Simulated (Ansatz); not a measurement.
## Run report: Al64P64, single-point calculation (part 1 of 2)

System: Al64P64 (F-43m, 128 atoms in the cell).
Method: DFT, PBEsol, PAW, plane waves (Ansatz 0.2.0).

The structure was built on a prototype by a generator.

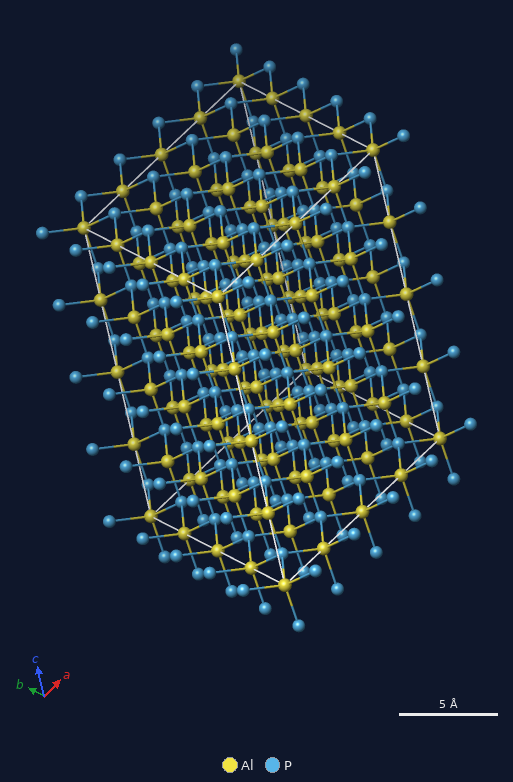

**Figure 1.** The structure (ball-and-stick view of the cell of the calculation, seen slightly off an axis; bonded neighbours outside the cell are drawn too).

## Input
```yaml
crystal:
  lattice:
    - [0.000000, 10.940000, 10.940000]
    - [10.940000, 0.000000, 10.940000]
    - [10.940000, 10.940000, 0.000000]
  atoms:
    - { symbol: Al, position: [0.000000, 0.000000, 0.000000] }
    - { symbol: Al, position: [0.500000, 0.000000, 0.000000] }
    - { symbol: Al, position: [0.000000, 0.500000, 0.000000] }
    - { symbol: Al, position: [0.000000, 0.000000, 0.500000] }
    - { symbol: Al, position: [0.250000, 0.250000, 0.250000] }
    - { symbol: Al, position: [0.500000, 0.500000, 0.000000] }
    - { symbol: Al, position: [0.500000, 0.000000, 0.500000] }
    - { symbol: Al, position: [0.750000, 0.250000, 0.250000] }
    - { symbol: Al, position: [0.000000, 0.500000, 0.500000] }
    - { symbol: Al, position: [0.250000, 0.750000, 0.250000] }
    - { symbol: Al, position: [0.250000, 0.250000, 0.750000] }
    - { symbol: Al, position: [0.500000, 0.500000, 0.500000] }
    - { symbol: Al, position: [0.750000, 0.750000, 0.250000] }
    - { symbol: Al, position: [0.750000, 0.250000, 0.750000] }
    - { symbol: Al, position: [0.250000, 0.750000, 0.750000] }
    - { symbol: Al, position: [0.750000, 0.750000, 0.750000] }
    - { symbol: Al, position: [0.000000, 0.000000, 0.250000] }
    - { symbol: Al, position: [0.250000, 0.250000, 0.000000] }
    - { symbol: Al, position: [0.500000, 0.000000, 0.250000] }
    - { symbol: Al, position: [0.750000, 0.250000, 0.000000] }
    - { symbol: Al, position: [0.000000, 0.500000, 0.250000] }
    - { symbol: Al, position: [0.250000, 0.750000, 0.000000] }
    - { symbol: Al, position: [0.000000, 0.000000, 0.750000] }
    - { symbol: Al, position: [0.250000, 0.250000, 0.500000] }
    - { symbol: Al, position: [0.500000, 0.500000, 0.250000] }
    - { symbol: Al, position: [0.750000, 0.750000, 0.000000] }
    - { symbol: Al, position: [0.500000, 0.000000, 0.750000] }
    - { symbol: Al, position: [0.750000, 0.250000, 0.500000] }
    - { symbol: Al, position: [0.000000, 0.500000, 0.750000] }
    - { symbol: Al, position: [0.250000, 0.750000, 0.500000] }
    - { symbol: Al, position: [0.500000, 0.500000, 0.750000] }
    - { symbol: Al, position: [0.750000, 0.750000, 0.500000] }
    - { symbol: Al, position: [0.000000, 0.250000, 0.000000] }
    - { symbol: Al, position: [0.250000, 0.000000, 0.250000] }
    - { symbol: Al, position: [0.500000, 0.250000, 0.000000] }
    - { symbol: Al, position: [0.750000, 0.000000, 0.250000] }
    - { symbol: Al, position: [0.000000, 0.750000, 0.000000] }
    - { symbol: Al, position: [0.000000, 0.250000, 0.500000] }
    - { symbol: Al, position: [0.250000, 0.500000, 0.250000] }
    - { symbol: Al, position: [0.500000, 0.750000, 0.000000] }
    - { symbol: Al, position: [0.250000, 0.000000, 0.750000] }
    - { symbol: Al, position: [0.500000, 0.250000, 0.500000] }
    - { symbol: Al, position: [0.750000, 0.500000, 0.250000] }
    - { symbol: Al, position: [0.750000, 0.000000, 0.750000] }
    - { symbol: Al, position: [0.000000, 0.750000, 0.500000] }
    - { symbol: Al, position: [0.250000, 0.500000, 0.750000] }
    - { symbol: Al, position: [0.500000, 0.750000, 0.500000] }
    - { symbol: Al, position: [0.750000, 0.500000, 0.750000] }
    - { symbol: Al, position: [0.250000, 0.000000, 0.000000] }
    - { symbol: Al, position: [0.750000, 0.000000, 0.000000] }
    - { symbol: Al, position: [0.000000, 0.250000, 0.250000] }
    - { symbol: Al, position: [0.250000, 0.500000, 0.000000] }
    - { symbol: Al, position: [0.250000, 0.000000, 0.500000] }
    - { symbol: Al, position: [0.500000, 0.250000, 0.250000] }
    - { symbol: Al, position: [0.750000, 0.500000, 0.000000] }
    - { symbol: Al, position: [0.750000, 0.000000, 0.500000] }
    - { symbol: Al, position: [0.000000, 0.750000, 0.250000] }
    - { symbol: Al, position: [0.000000, 0.250000, 0.750000] }
    - { symbol: Al, position: [0.250000, 0.500000, 0.500000] }
    - { symbol: Al, position: [0.500000, 0.750000, 0.250000] }
    - { symbol: Al, position: [0.500000, 0.250000, 0.750000] }
    - { symbol: Al, position: [0.750000, 0.500000, 0.500000] }
    - { symbol: Al, position: [0.000000, 0.750000, 0.750000] }
    - { symbol: Al, position: [0.500000, 0.750000, 0.750000] }
    - { symbol: P, position: [0.062500, 0.062500, 0.062500] }
    - { symbol: P, position: [0.562500, 0.062500, 0.062500] }
    - { symbol: P, position: [0.062500, 0.562500, 0.062500] }
    - { symbol: P, position: [0.062500, 0.062500, 0.562500] }
    - { symbol: P, position: [0.312500, 0.312500, 0.312500] }
    - { symbol: P, position: [0.562500, 0.562500, 0.062500] }
    - { symbol: P, position: [0.562500, 0.062500, 0.562500] }
    - { symbol: P, position: [0.812500, 0.312500, 0.312500] }
    - { symbol: P, position: [0.062500, 0.562500, 0.562500] }
    - { symbol: P, position: [0.312500, 0.812500, 0.312500] }
    - { symbol: P, position: [0.312500, 0.312500, 0.812500] }
    - { symbol: P, position: [0.562500, 0.562500, 0.562500] }
    - { symbol: P, position: [0.812500, 0.812500, 0.312500] }
    - { symbol: P, position: [0.812500, 0.312500, 0.812500] }
    - { symbol: P, position: [0.312500, 0.812500, 0.812500] }
    - { symbol: P, position: [0.812500, 0.812500, 0.812500] }
    - { symbol: P, position: [0.062500, 0.062500, 0.312500] }
    - { symbol: P, position: [0.312500, 0.312500, 0.062500] }
    - { symbol: P, position: [0.562500, 0.062500, 0.312500] }
    - { symbol: P, position: [0.812500, 0.312500, 0.062500] }
    - { symbol: P, position: [0.062500, 0.562500, 0.312500] }
    - { symbol: P, position: [0.312500, 0.812500, 0.062500] }
    - { symbol: P, position: [0.062500, 0.062500, 0.812500] }
    - { symbol: P, position: [0.312500, 0.312500, 0.562500] }
    - { symbol: P, position: [0.562500, 0.562500, 0.312500] }
    - { symbol: P, position: [0.812500, 0.812500, 0.062500] }
    - { symbol: P, position: [0.562500, 0.062500, 0.812500] }
    - { symbol: P, position: [0.812500, 0.312500, 0.562500] }
    - { symbol: P, position: [0.062500, 0.562500, 0.812500] }
    - { symbol: P, position: [0.312500, 0.812500, 0.562500] }
    - { symbol: P, position: [0.562500, 0.562500, 0.812500] }
    - { symbol: P, position: [0.812500, 0.812500, 0.562500] }
    - { symbol: P, position: [0.062500, 0.312500, 0.062500] }
    - { symbol: P, position: [0.312500, 0.062500, 0.312500] }
    - { symbol: P, position: [0.562500, 0.312500, 0.062500] }
    - { symbol: P, position: [0.812500, 0.062500, 0.312500] }
    - { symbol: P, position: [0.062500, 0.812500, 0.062500] }
    - { symbol: P, position: [0.062500, 0.312500, 0.562500] }
    - { symbol: P, position: [0.312500, 0.562500, 0.312500] }
    - { symbol: P, position: [0.562500, 0.812500, 0.062500] }
    - { symbol: P, position: [0.312500, 0.062500, 0.812500] }
    - { symbol: P, position: [0.562500, 0.312500, 0.562500] }
    - { symbol: P, position: [0.812500, 0.562500, 0.312500] }
    - { symbol: P, position: [0.812500, 0.062500, 0.812500] }
    - { symbol: P, position: [0.062500, 0.812500, 0.562500] }
    - { symbol: P, position: [0.312500, 0.562500, 0.812500] }
    - { symbol: P, position: [0.562500, 0.812500, 0.562500] }
    - { symbol: P, position: [0.812500, 0.562500, 0.812500] }
    - { symbol: P, position: [0.312500, 0.062500, 0.062500] }
    - { symbol: P, position: [0.812500, 0.062500, 0.062500] }
    - { symbol: P, position: [0.062500, 0.312500, 0.312500] }
    - { symbol: P, position: [0.312500, 0.562500, 0.062500] }
    - { symbol: P, position: [0.312500, 0.062500, 0.562500] }
    - { symbol: P, position: [0.562500, 0.312500, 0.312500] }
    - { symbol: P, position: [0.812500, 0.562500, 0.062500] }
    - { symbol: P, position: [0.812500, 0.062500, 0.562500] }
    - { symbol: P, position: [0.062500, 0.812500, 0.312500] }
    - { symbol: P, position: [0.062500, 0.312500, 0.812500] }
    - { symbol: P, position: [0.312500, 0.562500, 0.562500] }
    - { symbol: P, position: [0.562500, 0.812500, 0.312500] }
    - { symbol: P, position: [0.562500, 0.312500, 0.812500] }
    - { symbol: P, position: [0.812500, 0.562500, 0.562500] }
    - { symbol: P, position: [0.062500, 0.812500, 0.812500] }
    - { symbol: P, position: [0.562500, 0.812500, 0.812500] }
  symmetry: { detect: false }
kpoints:
  mp_grid: { grid: [1, 1, 1], shift: [0.25, 0.25, 0.25] }
hamiltonian:
  xc: pbesol
scf:
  occupations: { method: fermi_dirac, width: 0.01 }
output:
  forces: true
  eigenvalues: true
  stress: true
  populations: true
  eigenstates: { kpoints: [[0.25, 0.25, 0.25]], e_range: [-6.0, 6.0], localisation: true }
```

## Log
```
Pseudopotentials: kind: paw
Functional definition: PBEsol
  exchange = pbesol_x
  correlation = pbesol_c
Crystal: 128 atoms, lattice volume = 2618.677 Å³
Basis set: ecut = 420 eV, 51253 PW (Γ), exchange–correlation on 216×216×216 points (8 copies of the dense FFT grid, shifted against one another)
Bands: 384, of which v1, the nominal top of the filled ones, is band 256 counted from 1 (255 counted from 0)
Symmetry: 1 space group operations
k-points: 1
Non-local potential: Al, projectors of the file, l = 0: 2, l = 1: 2, l = 2: 1
Non-local potential: P, projectors of the file, l = 0: 2, l = 1: 2, l = 2: 2
PAW form: soft (Blöchl's): semilocal exchange-correlation on the pseudo side does not see the compensation charge
PAW frozen core: Al, regenerated for the run's functional, and the local potential with it (the file was generated under x = pbe(κ = 0.804, μ = 0.2195149727645171), c = pbe(β = 0.06672455060314922))
PAW frozen core: P, regenerated for the run's functional, and the local potential with it (the file was generated under x = pbe(κ = 0.804, μ = 0.2195149727645171), c = pbe(β = 0.06672455060314922))
PAW one-centre angular grid: Al, 110 points (default); XC on 64 Gauss nodes
PAW one-centre angular grid: P, 110 points (default); XC on 64 Gauss nodes
Initial density: superposition of atomic densities (neutral atoms: chi_scale 0, normalization atom), corrected by the library's trained network
Initial wavefunctions: pseudopotential atomic-orbital guess
Functional: x = pbesol(κ = 0.804, μ = 0.12345679012345678), c = pbesol(β = 0.046)
SCF iter   1: F=—  HF=-81003.986034 eV  |F-HF|=—  |Δ(HF+E_count)|=         —  Δρ=2.92e-3  dr2=3.74e-1  ethr=1.77e-3  ⟨swp⟩=8.0  Hψ=2081  notcnv=0  defer=35
preconditioner: auto → Resta (q_TF=auto, 2.079 Å⁻¹)  ε∞=4.9  [insulator: Δε(μ)=1.599 eV  Ē_g=8.363 eV  σ=0.010 eV  W_gap=1.00  n_scr=410 (ndim 8)  ℏωp=16.4 eV  f_vac=0.000  D(μ)=0.00/eV (n_scr^D=0)  ε∞_Penn≈4.9]
SCF iter   2: F=—  HF=-81003.914949 eV  |F-HF|=—  |Δ(HF+E_count)|=   7.11e-2  Δρ=1.41e-3  dr2=8.56e-2  ethr=7.31e-5  ⟨swp⟩=2.0  Hψ=704  notcnv=0  defer=119
SCF iter   3: F=—  HF=-81003.899360 eV  |F-HF|=—  |Δ(HF+E_count)|=   1.56e-2  Δρ=3.08e-4  dr2=3.83e-3  ethr=1.67e-5  ⟨swp⟩=3.0  Hψ=622  notcnv=0  defer=122
SCF iter   4: F=—  HF=-81003.900000 eV  |F-HF|=—  |Δ(HF+E_count)|=   6.40e-4  Δρ=5.65e-5  dr2=5.68e-5  ethr=7.49e-7  ⟨swp⟩=3.0  Hψ=549  notcnv=0  defer=122
SCF iter   5: F=—  HF=-81003.900417 eV  |F-HF|=—  |Δ(HF+E_count)|=   4.17e-4  Δρ=7.85e-6  dr2=2.84e-6  ethr=1.11e-8  ⟨swp⟩=2.0  Hψ=518  notcnv=0  defer=122
SCF iter   6: F=—  HF=-81003.900419 eV  |F-HF|=—  |Δ(HF+E_count)|=   2.06e-6  Δρ=1.51e-6  dr2=1.56e-7  ethr=5.54e-10  ⟨swp⟩=2.0  Hψ=518  notcnv=0  defer=122
SCF iter   7: F=-81003.900419 eV  HF=-81003.900419 eV  |F-HF|=4.37e-9  |Δ(HF+E_count)|=   1.06e-8  Δρ=5.24e-7  dr2=1.69e-8  ethr=1.95e-11  ⟨swp⟩=22.0  Hψ=3205  notcnv=0
SCF 1 converged in 7 iterations: F = -81003.900419 eV  dr2 = 1.69e-8
  greatest PAW one-centre occupation: 0.776 electrons in one spin orbital (limit 2), on the P atom at site 104 (counted from 0), in its partial waves of l = 0
```

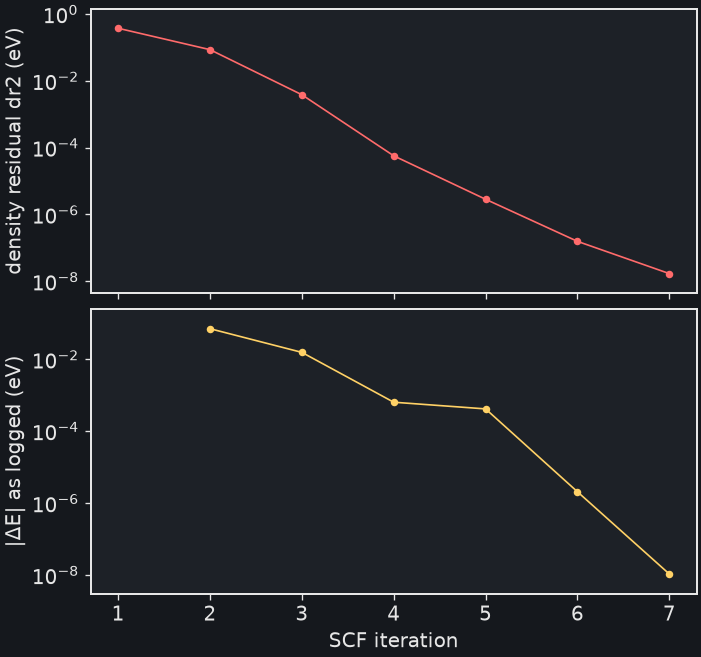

**Figure 2.** Convergence of the self-consistent field: density residual dr2 and size of the energy change against the SCF iteration. The residual falls at every step.

```
NSCF: frozen V_eff on 1 k-points
SCF converged after 7 iterations
Free energy (F): -81003.900419 eV
Harris-Foulkes:  -81003.900419 eV  (|F-HF|=4.37e-9)
Internal energy: -81003.900419 eV  (E = F + TS)
E sigma→0 (E₀):  -81003.900419 eV
Fermi energy:    5.736316 eV
--- Per-component energies (eV) ---
  E_band       = 261.666888
  E_kinetic    = 5997.219880
  E_local      = -5291.055462  (includes V_loc(G=0)·N_el)
  E_nonlocal   = 2869.571205
  E_hartree    = 1588.628890
  E_xc         = -6433.805932
  E_vxc        = -5759.921615  (∫ρ·V_xc dr)
  E_paw        = -64580.339288  (= ΣΔE_a)
  E_vpaw       = -731.405865  (= ΣTr[D̂ρ^β])
  E_aug_tail   = 0.000038  (compensation charges beyond the density's cutoff)
  E_ewald      = -15158.294796
  E_core_change = 4.175046  (= ΣΔE_core)
  E_smearing   = -0.000000  (= −TS)
  E_closure    = -0.000000  (closes the sum)
  Σ components = -81003.900419   (vs F -81003.900419, Δ=0.00e0)
```
